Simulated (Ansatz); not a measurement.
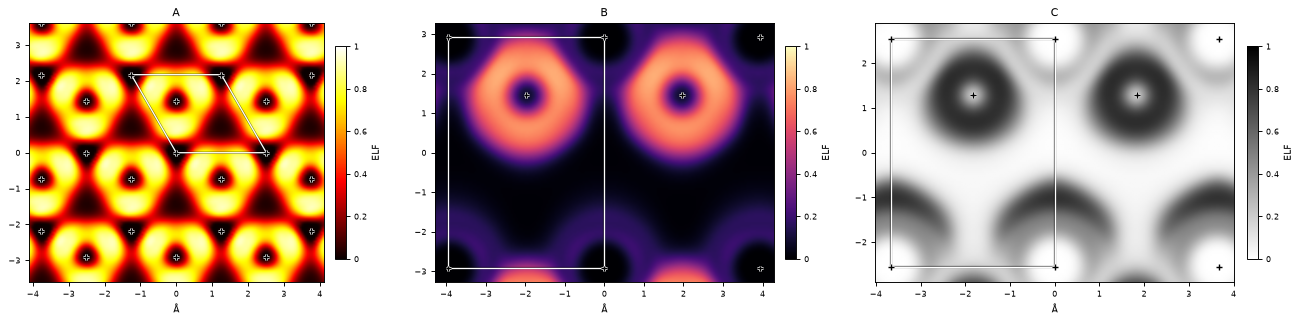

The electron localisation function of 3 systems, each on a plane through atoms (crosses mark nuclei in the plane).

Level of theory: DFT PBE, scalar-relativistic, plane waves, PAW (Ansatz 0.2.0).

System 1: BN, the (001) plane of the conventional cell. Space group P6₃/mmc; changed on purpose from its base cell (strain +0.0100 x Voigt [0, 0, 1, 0, 0, 0], atoms carried along).

System 2: ZnSe, the (010) plane of the conventional cell. Space group I-4m2; computed pressure about 2 GPa in this cell.

```
Zn Se
1.0
     2.78809    2.78809    0.00000
    -2.78809    2.78809    0.00000
     0.00000    0.00000    5.85498
Zn Se
2 2
Direct
  0.00000 0.00000 0.00000
  0.50000 0.50000 0.50000
  0.00000 0.50000 0.25000
  0.50000 0.00000 0.75000
```

System 3: SnO, the (010) plane of the conventional cell. Space group Pmmn; a structure from a database of computed crystals, not necessarily the ambient phase; changed on purpose from its base cell (uniaxial strain along a, b, c and atoms relaxed: +6.0 %).

```
Sn O
1.0
     0.00000    3.66730    0.00000
     4.10036    0.00000    0.00000
     0.00000    0.00000   -5.09723
Sn O
2 2
Direct
  0.50000 0.00000 0.77407
  0.00000 0.50000 0.22593
  0.50000 0.50000 0.97982
  0.00000 0.00000 0.02018
```

Question: Which map belongs to which system?

Answer: Panel A is system 1, BN: the plane holds B and N. B–N (1.45 Å): the ELF peaks at about 0.95 between the atoms; a polar covalent bond. Panel B is system 2, ZnSe: the plane holds Zn and Se. Zn–Se (2.46 Å): the ELF is about 0.60 at the midpoint. Panel C is system 3, SnO: the plane holds Sn and O. Sn–O (2.22 Å): the ELF peaks at about 0.85 in the valence shell of O, 0.6 Å from its nucleus, and is about 0.20 at the midpoint (no localised pair shows between them).
